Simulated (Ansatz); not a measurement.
Cr

The calculation's input:

```
crystal:
  lattice:
    - [2.2822183303, 0.0, 0.0]
    - [0.0, 2.2822183303, 0.0]
    - [0.0, 0.0, 2.2822183303]
  atoms:
    - { symbol: Cr, position: [0.0, 0.0, 0.0] }
hamiltonian:
  xc: lda
  pseudopotentials:
    kind: paw_fr
    azcp:
      Cr: "pseudopotentials/Cr.paw.azcp"
basis:
  ecutwfc: 420
  fft_grid_basis: typed
kpoints:
  mp_grid: { grid: [14, 14, 14], shift: [0, 0, 0] }
magnetization:
  noncollinear: true
  spin_orbit: true
scf:
  occupations: { method: fermi_dirac, width: 0.1 }
output:
  write_density: true
  write_potential: true
  elf: true
  volumetric_format: npy
```

Command:

```sh
ansatz run input.yaml --threads 2 --pin off --max-ram 5120MiB --backend cpu --events-out ev --progress --plain --runs-dir out
```

Below, planes, directions and counts refer to the conventional cell (a = 2.28 Å, b = 2.28 Å, c = 2.28 Å, α = 90.00°, β = 90.00°, γ = 90.00°).

Space group Pm-3m; set up as Cr, simple cubic; a generated structure, not necessarily the stable one.

Level of theory: Ansatz, DFT, LDA (PW92), plane waves (420 eV) with PAW, fully relativistic with spin-orbit coupling.

Question: Predict the valence pseudo-density and electron localisation function between the atoms.

Answer: Cr–Cr (2.28 Å): the density is about 0.52 e/Å³ at the midpoint; the ELF is about 0.25 at the midpoint: no localised pair shows between them.

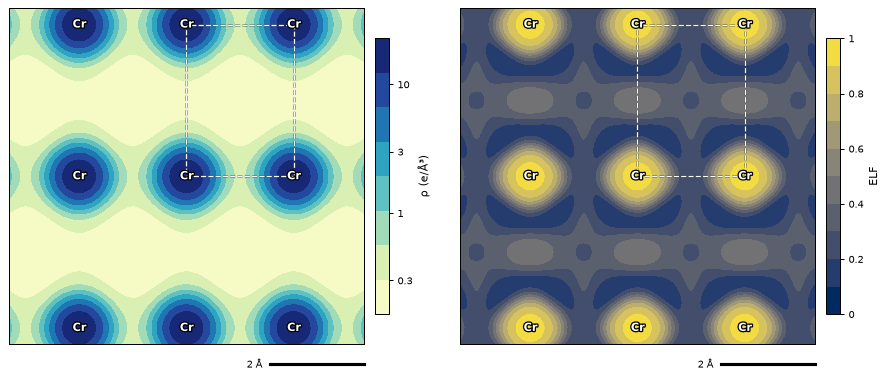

Computed valence pseudo-density and electron localisation function on the (011) plane of the conventional cell, in this order. 
